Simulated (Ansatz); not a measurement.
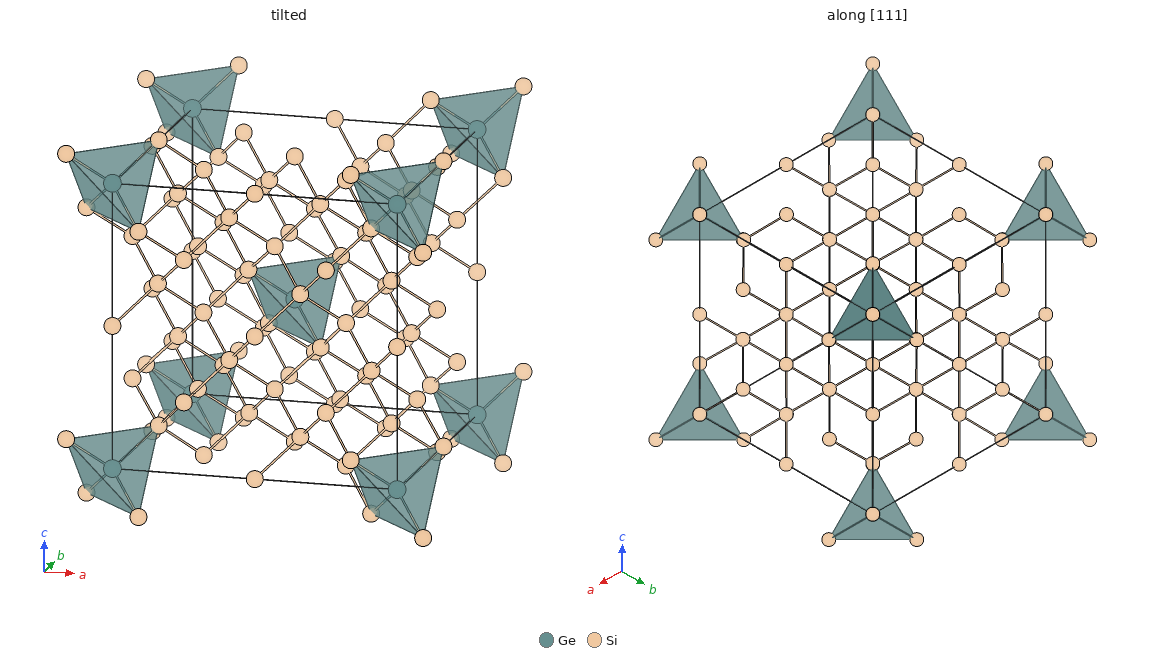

An orthographic polyhedral view of the structure, slightly off an axis and along [111]. Lines trace the edges of the drawn cell (a repeat of the simulation cell). A few atoms beyond the faces are included. Cell: a = 10.868 Å, b = 10.868 Å, c = 10.868 Å, α = 90.00°, β = 90.00°, γ = 90.00°.

Describe the arrangement of the atoms.

Formula: Si$_{31}$Ge. Within 0.01 Å the space group is I-43m (No. 217), body-centred cubic. The cell has 64 atoms, namely 62 Si, 2 Ge. The polyhedra are GeSi4 tetrahedra; they share no atoms with one another. Ge sits among four Si in a tetrahedral arrangement at about 2.4 Å. The bonds build a three-dimensional framework.

Starting structure: a structure listed in the Materials Project, repeated into a supercell with a point defect put in. The atoms were relaxed in a fixed cell with DFT PBEsol, scalar-relativistic, plane waves, PAW (Ansatz 0.2.0).
